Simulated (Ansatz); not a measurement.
# Energy of Zr3S2 along a shift of atoms along one path

System: Zr3S2 (P1, 5 atoms in the cell).
Method: DFT PBE, scalar-relativistic, plane waves, PAW, no spin polarisation (Ansatz 0.2.0).

The 5 runs differ only in the geometry, by a shift of atoms along one path in a fixed cell. The shift s is measured from run 3: S4 moves along the Cartesian direction (0.00, 0.00, 1.00). The structure derives from a Materials Project entry.

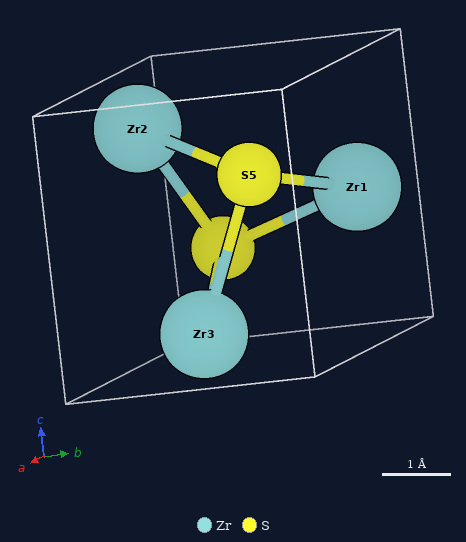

Figure 1. The structure of run 3 (ball-and-stick view of the cell of the calculation, seen slightly off an axis; atoms are numbered from 1 in the order of the input). An atom can appear more than once, as a periodic image.

## Input of run 3
```yaml
crystal:
  lattice:
    - [2.8952118352, 1.6715513324, 3.4803742106]
    - [-2.8952118352, 1.6715513324, 3.4803742106]
    - [0.0, -3.3431026648, 3.4803742107]
  atoms:
    - { symbol: Zr, position: [0.1621066357, 0.8378933643, 0.5] }
    - { symbol: Zr, position: [0.5, 0.1621066357, 0.8378933643] }
    - { symbol: Zr, position: [0.8378933643, 0.5, 0.1621066357] }
    - { symbol: S, position: [0.2962524202, 0.3450990554, 0.3629781648] }
    - { symbol: S, position: [0.6652234532, 0.6652234532, 0.6652234532] }
basis:
  ecutwfc: 420
kpoints:
  mp_grid: { grid: [12, 12, 12] }
hamiltonian:
  xc: pbe
scf:
  occupations: { method: gaussian, width: 0.15 }
output:
  forces: true
  stress: true
  eigenvalues: true
```

Command:
```bash
ansatz run input.yaml --threads 2 --pin off --max-ram 5120MiB --backend cpu --events-out ev --progress --plain --runs-dir out
```

Run 4 differs from it as follows:
```diff
-    - { symbol: S, position: [0.2962524202, 0.3450990554, 0.3629781648] }
+    - { symbol: S, position: [0.3058299344, 0.3546765696, 0.3725556789] }
```

## Results, with one run withheld

```tsv
run	shift s of S4 (Å)	free energy per atom, from the lowest run given (meV)	pressure (GPa)	force along the path (eV/Å)
1	−0.2000	48.46	1.96	2.467
2	−0.1000	11.93	0.96	1.200
3	0.0000	0.00	0.60	0.001
4	0.1000	?	?	?
5	0.2000	47.61	1.79	−2.413
```

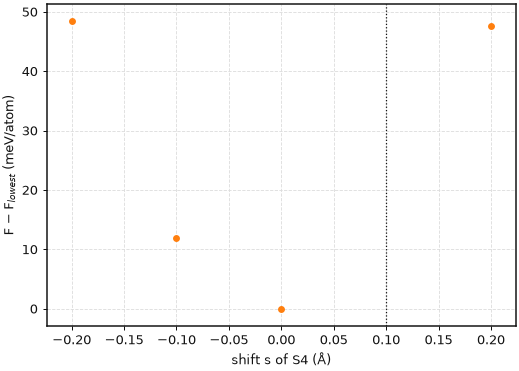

Figure 2. Free energy per atom of the runs given; the dotted line marks run 4.

What should run 4 give?

A quadratic polynomial in the coordinate, fitted to the 4 runs given, misses them by at most 0.17 meV per atom. With x = s + 0.0250, it reads F = 0.67294 − 62.089 x + 1203.5 x² (meV per atom). At run 4 it gives 11.72 meV per atom, and the run itself gives 11.79. The slope of the fit gives a force −dF/ds of −1.194 eV/Å along the path (summed over the atoms that move), and the printed forces give −1.182 eV/Å. The fit has its minimum at s = 0.0008 Å.

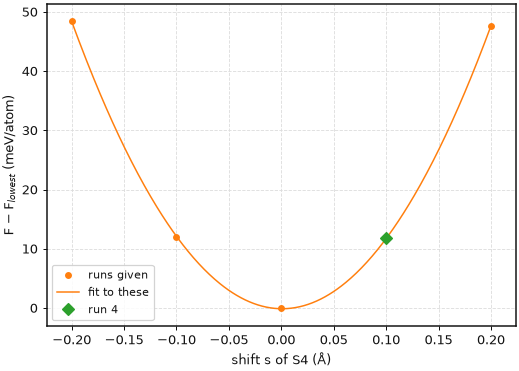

Figure 3. The fit and the withheld run.

## Output, shortened to warnings, some set-up lines, iterations and results (run 4)
```
Basis set: ecut = 420 eV, 1949 PW (Γ), exchange–correlation on 72×72×72 points (8 copies of the dense FFT grid, shifted against one another)
Symmetry: 1 space group operations
k-points: 868 of 1728 (time reversal used)
Initial density: superposition of atomic densities (neutral atoms: chi_scale 0, normalization atom), corrected by the library's trained network
[...]
SCF iter   1: F=—  HF=-14360.884798 eV  |F-HF|=—  |Δ(HF+E_count)|=         —  Δρ=6.61e-3  dr2=5.65e-2  ethr=1.77e-3  ⟨swp⟩=4.3  Hψ=101637  notcnv=0
SCF iter   2: F=—  HF=-14360.876296 eV  |F-HF|=—  |Δ(HF+E_count)|=   8.50e-3  Δρ=3.70e-3  dr2=1.67e-2  ethr=1.18e-4  ⟨swp⟩=1.0  Hψ=32119  notcnv=0
SCF iter   3: F=—  HF=-14360.875778 eV  |F-HF|=—  |Δ(HF+E_count)|=   5.19e-4  Δρ=8.30e-4  dr2=1.06e-3  ethr=3.48e-5  ⟨swp⟩=2.0  Hψ=33900  notcnv=0
SCF iter   4: F=—  HF=-14360.875800 eV  |F-HF|=—  |Δ(HF+E_count)|=   2.27e-5  Δρ=3.03e-4  dr2=2.07e-4  ethr=2.20e-6  ⟨swp⟩=2.0  Hψ=33218  notcnv=0
SCF iter   5: F=—  HF=-14360.875787 eV  |F-HF|=—  |Δ(HF+E_count)|=   1.34e-5  Δρ=1.00e-4  dr2=1.20e-5  ethr=4.32e-7  ⟨swp⟩=2.0  Hψ=28765  notcnv=0
SCF iter   6: F=—  HF=-14360.875760 eV  |F-HF|=—  |Δ(HF+E_count)|=   2.69e-5  Δρ=2.16e-5  dr2=6.09e-7  ethr=2.51e-8  ⟨swp⟩=2.0  Hψ=33915  notcnv=0
SCF iter   7: F=-14360.875760 eV  HF=-14360.875760 eV  |F-HF|=1.14e-8  |Δ(HF+E_count)|=   8.00e-8  Δρ=5.54e-6  dr2=5.05e-8  ethr=2.08e-10  ⟨swp⟩=5.1  Hψ=103867  notcnv=0
SCF 1 converged in 7 iterations: F = -14360.875760 eV  dr2 = 5.05e-8
SCF converged after 7 iterations
Free energy (F): -14360.875760 eV
Harris-Foulkes:  -14360.875760 eV  (|F-HF|=1.14e-8)
Internal energy: -14360.849355 eV  (E = F + TS)
E sigma→0 (E₀):  -14360.862557 eV
Entropy (-TS):   -0.026406 eV (-5.281 meV/atom)
Fermi energy:    12.912179 eV
--- Per-component energies (eV) ---
  E_band       = -290.395946
  E_kinetic    = 1221.204196
  E_local      = -2256.521026  (includes V_loc(G=0)·N_el)
  E_nonlocal   = 295.516235
  E_hartree    = 726.632874
  E_xc         = -682.854747
  E_vxc        = -752.851816  (∫ρ·V_xc dr)
  E_paw        = -10062.840984  (= ΣΔE_a)
  E_vpaw       = -251.006335  (= ΣTr[D̂ρ^β])
  E_aug_tail   = 0.000078  (compensation charges beyond the density's cutoff)
  E_ewald      = -3601.985978
  E_smearing   = -0.026406  (= −TS)
  E_closure    = -0.000000  (closes the sum)
  Σ components = -14360.875760   (vs F -14360.875760, Δ=0.00e0)
--- Forces (eV/Å), atoms counted from 1 ---
  atom   1  Zr    -0.86608648     0.08579732     0.82362763
  atom   2  Zr    -0.16672467    -0.61864524     0.63822365
  atom   3  Zr    -0.27001196    -0.26035778    -0.26313080
  atom   4  S      1.41356515     0.99866853    -1.18238919
  atom   5  S     -0.11073545    -0.20545639    -0.01632335
  max |Σ_I F_I| component: 7.95e-6 eV/Å
--- Stress (GPa, compression-positive) ---
        2.709215      -0.738064      -0.972860
       -0.738064      -1.303713      -0.588454
       -0.972860      -0.588454       1.228913
  P = ⅓ Tr σ = 0.8781 GPa (8.781 kbar)
```
